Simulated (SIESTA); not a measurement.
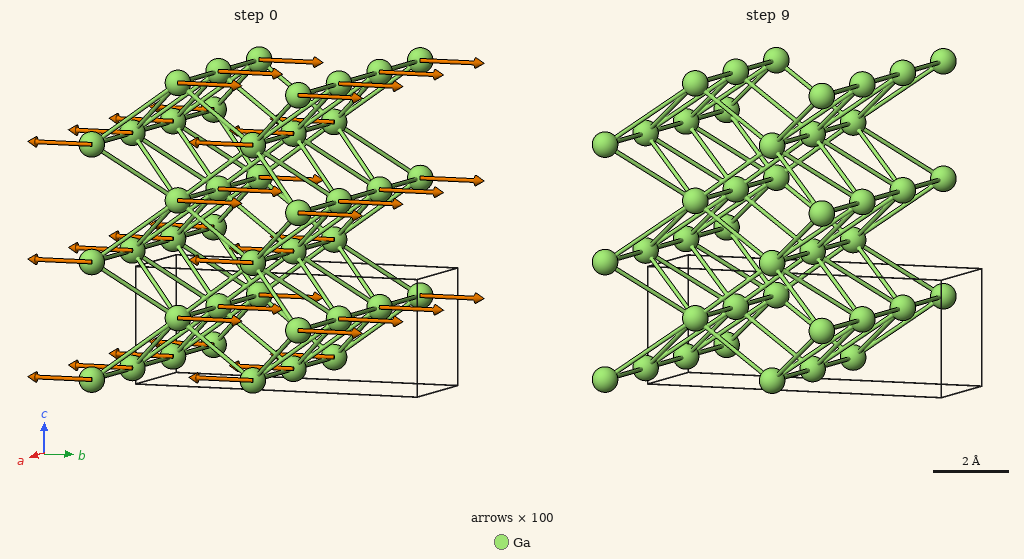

The structure of a crystal of Ga (set up in Cmcm) before (left) and after (right) a relaxation, at one scale. The orange arrows give the displacements (the part carried along by the change of the cell is left out), 100 times their true length.

The picture is a ball-and-stick view of the cell of the calculation, repeated 3 × 1 × 3 with one cell outlined, seen slightly off an axis.

The run lets cell and atoms move.

Theory: SIESTA, Kohn-Sham DFT of a periodic cell, PBE, PseudoDojo 0.4 standard, converted to PSML.

Input
```python
from ase.io import read
from ase.calculators.siesta import Siesta
from ase.units import Ry, GPa
from ase.optimize import BFGS
from ase.filters import FrechetCellFilter

atoms = read("Ga.cif")

fdf = {
    'SCFMustConverge': False,
    'OccupationFunction': 'FD',
    'ElectronicTemperature': '0.05 eV',
    'MaxSCFIterations': '120',
    'SCF.Mixer.Method': 'Pulay',
    'SCF.Mixer.Weight': '0.25',
    'SCF.Mixer.History': '8',
    'SCF.DM.Tolerance': '5.0e-05',
    'SCF.H.Tolerance': '1.0e-03 eV',
    'WriteForces': 'true',
    'Charge.Mulliken': 'end',
    'PAO.Basis': ['Ga.1 4', 'n=4 0 2', '  6.575 0.000', 'n=4 1 2', '  9.448 0.000', 'n=3 2 2', '  3.582 0.000', 'n=4 2 1', '  9.448'],
}
calc = Siesta(
    label="Ga",
    command="siesta < PREFIX.fdf > PREFIX.out",
    pseudo_path="pseudos",
    pseudo_qualifier="",
    xc=('GGA', 'PBE'),
    basis_set="DZP",
    mesh_cutoff=800 * Ry,
    energy_shift=0.003 * Ry,
    kpts=[7, 3, 6],
    spin="non-polarized",
    fdf_arguments=fdf,
)
atoms.calc = calc

opt = BFGS(FrechetCellFilter(atoms), trajectory="relax.traj")
converged = opt.run(fmax=0.04, steps=40)
print("converged:", converged)
print("cell (A):", atoms.cell.cellpar().round(5))
print("scaled positions:")
print(atoms.get_scaled_positions().round(6))
print(f"energy = {atoms.get_potential_energy():.6f} eV")
free = atoms.get_potential_energy(force_consistent=True)
print(f"free energy = {free:.6f} eV")
print("forces (eV/A):")
print(atoms.get_forces(apply_constraint=False).round(6))
print("stress (GPa, Voigt order, tension positive):", (atoms.get_stress() / GPa).round(4))
```

Run as
```bash
python run.py
```

> Describe what moved and what it gained.

The run was cut off at its time limit before the relaxation converged, so the last structure is only a point on the way. The largest moves relative to the cell, 0.019 Å, are those of Ga atoms. Cell: a 2.900 → 2.892 Å (−0.3 %), b 8.130 → 8.478 Å (+4.3 %), c 3.170 → 3.166 Å (−0.1 %). Volume +3.9 %. Near-neighbour distances that change, for instance: Ga–Ga 2.869 → 2.947 Å, Ga–Ga 2.681 → 2.725 Å, Ga–Ga 2.900 → 2.892 Å. The space group stays Cmcm (No. 63). After 9 geometry steps the energy has fallen by 15.3 meV per atom. The largest force component goes from 0.055 to 0.12 eV/Å. The pressure goes from 2.11 to −0.12 GPa.
